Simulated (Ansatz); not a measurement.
Read the following structure.

```
CELL_PARAMETERS angstrom
2.73855 0.00000 0.00000
0.00000 2.73855 0.00000
0.00000 0.00000 13.42468
ATOMIC_POSITIONS crystal
Al 0.00000 0.00000 0.19235
Al 0.00000 0.00000 0.39784
Al 0.00000 0.00000 0.60216
Al 0.00000 0.00000 0.80765
Ni 0.50000 0.50000 0.90291
Ni 0.50000 0.50000 0.09709
Ni 0.50000 0.50000 0.29582
Ni 0.50000 0.50000 0.50000
Ni 0.50000 0.50000 0.70418
Ni 0.00000 0.00000 0.00000
```

What would you see if this were drawn?

The material is Al$_{2}$Ni$_{3}$. Space group P4/mmm (No. 123), lattice primitive tetragonal. It has 10 atoms to the cell (4 Al, 6 Ni). The numbers of neighbours within bonding distance are Al 8 to 9 (mean 8.5) and Ni 14.

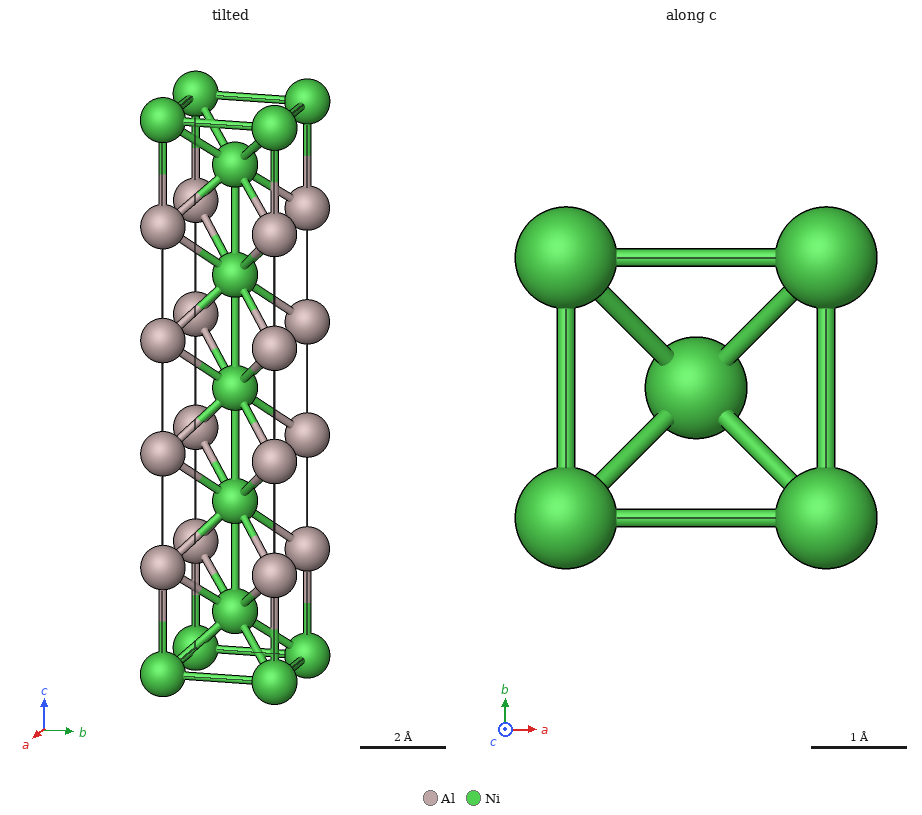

The crystal in a ball-and-stick representation, seen slightly off an axis and along the c axis. Atoms at the boundary of the conventional unit cell (the box) are drawn once for each face, edge or corner they touch. Colours: aluminium light grey, nickel green.

The model was built from a structure listed in the Materials Project. It was relaxed at fixed volume with DFT PBEsol, scalar-relativistic, plane waves, PAW (Ansatz).

At this level of theory the run's own cell isn't at rest (compressed, at 31 GPa), so its distances can differ from those at equilibrium, the more so the softer the solid.
